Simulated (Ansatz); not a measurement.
CuO$_{3}$

The calculation's input:

```
crystal:
  lattice:
    - [3.3644726583, 0.0, 0.0]
    - [0.0, 3.3644726583, 0.0]
    - [0.0, 0.0, 3.3644726583]
  atoms:
    - { symbol: Cu, position: [0.0, 0.0, 0.0], spin: 0.71 }
    - { symbol: O, position: [0.0, 0.5, 0.5], spin: 1.59 }
    - { symbol: O, position: [0.5, 0.0, 0.5], spin: 1.59 }
    - { symbol: O, position: [0.5, 0.5, 0.0], spin: 1.59 }
basis:
  ecutwfc: 420
kpoints:
  mp_grid: { grid: [14, 14, 14] }
hamiltonian:
  xc: pbe
scf:
  occupations: { method: gaussian, width: 0.1 }
output:
  forces: true
  stress: true
  eigenvalues: true
  populations: true
  write_density: true
  write_potential: true
  elf: true
  volumetric_format: npy
magnetization:
  spin_polarized: true
relax:
  adjacent_minimum: "off"
  f_tol: 0.01
  max_steps: 80
  cell: { stress_tol: 0.05 }
```

Launched as:

```sh
ansatz run input.yaml --threads 1 --pin off --max-ram 2560MiB --backend cpu --events-out ev --progress --plain --runs-dir out
```

Below, planes, directions and counts refer to the conventional cell (a = 3.36 Å, b = 3.36 Å, c = 3.36 Å, α = 90.00°, β = 90.00°, γ = 90.00°).

The fields are those of the relaxed geometry.

Space group Pm-3m; started from the Cu3Au (L1_2)_221 prototype, which need not be the ambient phase; spin-polarised.

The calculation used DFT PBE, scalar-relativistic, plane waves, PAW (Ansatz 0.2.0).

Core electrons are frozen (PAW), and the valence fields are smoothed inside the atomic spheres.

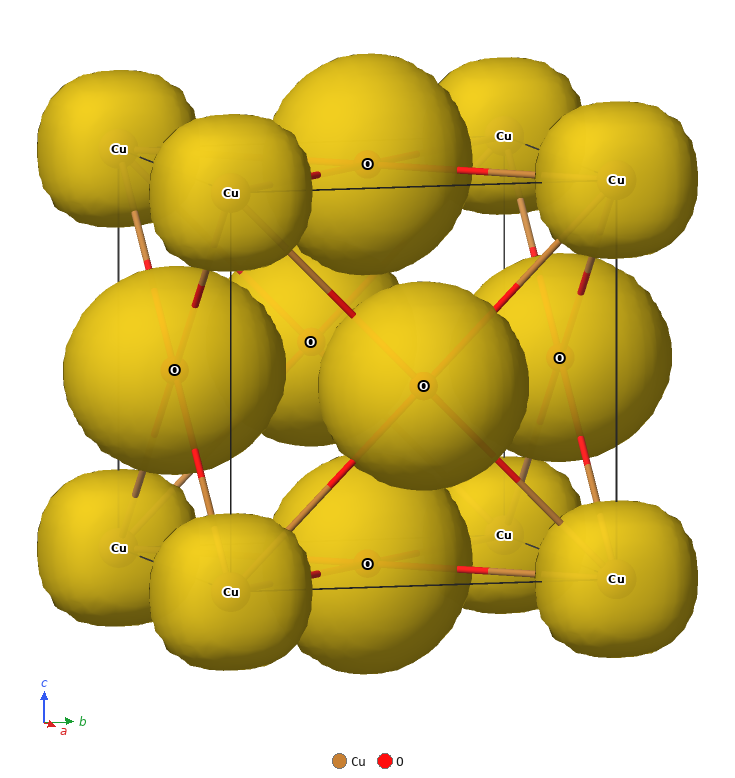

Figure 1. Isosurface of the magnetisation density (up minus down) at +0.08 e/Å³ (yellow), seen slightly off an axis. Sticks mark near contacts.

Q: Where is the spin, and how is it ordered?

A: The spin density sits on Cu: +0.6 μB; O: +1.4 μB (×3) in one cell of 4 atoms: parallel main moments (a ferromagnetic arrangement) in this solution. The cell of the calculation (4 atoms) carries 5.0 μB of net spin moment.

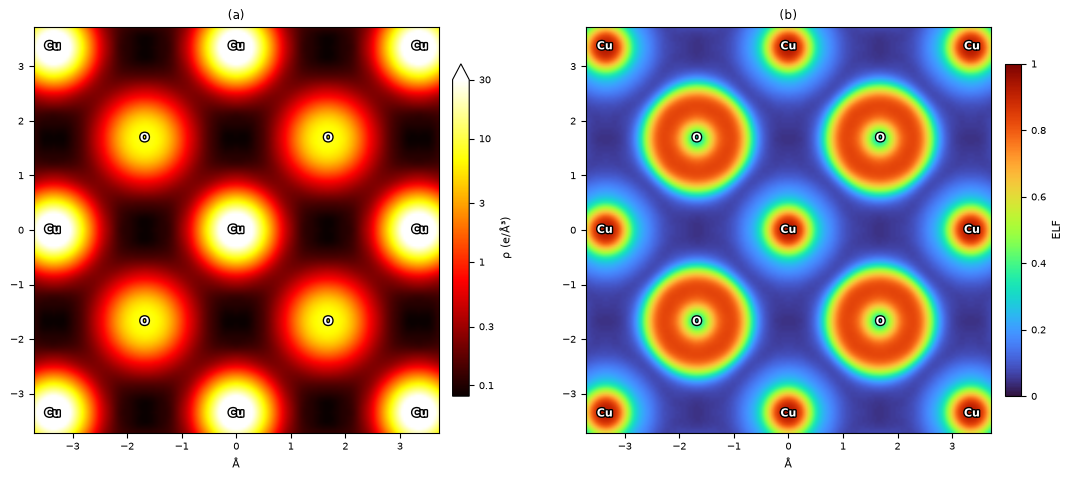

Figure 2. (a) valence charge density (pseudo); (b) ELF on the (010) plane of the conventional cell.

Q: What do the fields say about this system?

A: The section cuts through Cu and O sites.
Cu–O (2.38 Å): the density is about 0.23 e/Å³ at the midpoint; the ELF is about 0.10 at the midpoint (no localised pair shows between them).
Between the atoms the lowest density in this plane is 0.08 e/Å³.
The features right at Cu lie inside the PAW spheres, where the map follows smoothed inner orbitals and isn't to be read closely.

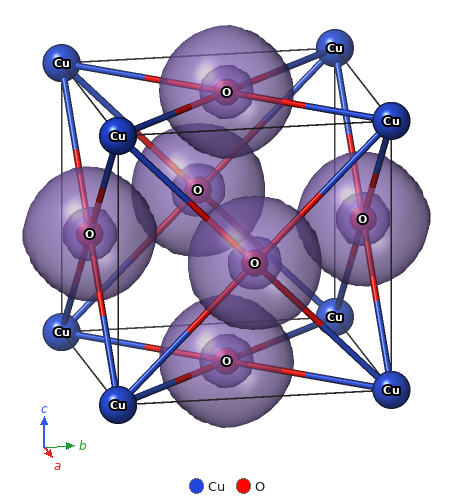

Figure 3. Isosurface of the ELF at 0.7 (purple), seen slightly off an axis. Core shells and regions of very low density are left out. Sticks mark near contacts.

Q: What do the ELF domains correspond to?

A: The surface consists of three regions wrapped around O (the valence shell of each), counted in one cell of 4 atoms. Regions shared between cells count once.

Q: Does the calculation give a band gap?

A: It is gapless in this calculation (a metal or semimetal); semilocal functionals without U, or without the true magnetic order, often close the gap of such compounds.
